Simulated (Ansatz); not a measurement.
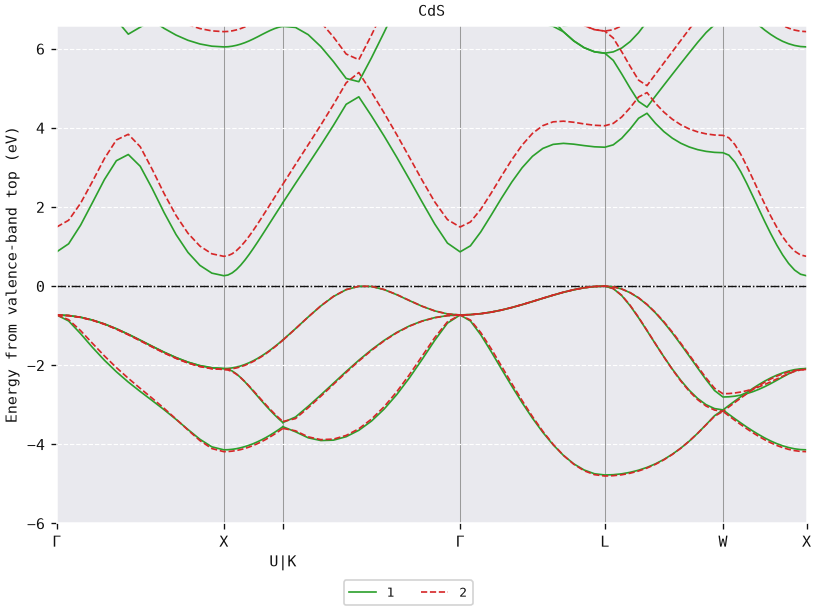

Band structures of CdS, space group Fm-3m, 2 atoms in the cell, by two methods on the same cell. Each is counted from its own valence-band top.

Question: Which curve is which? The methods: PBE, r2SCAN.

Answer: 1 is PBE; 2 is r2SCAN. PBE gives a gap of 0.26 eV along the path and r2SCAN gives a gap of 0.75 eV along the path.

Settings. PBE: DFT PBE, scalar-relativistic, plane waves, PAW, no spin polarisation, 12×12×12 k mesh, 420 eV cutoff (Ansatz). r2SCAN: DFT r2SCAN, scalar-relativistic, plane waves, PAW, no spin polarisation, 12×12×12 k mesh, 500 eV cutoff (Ansatz).
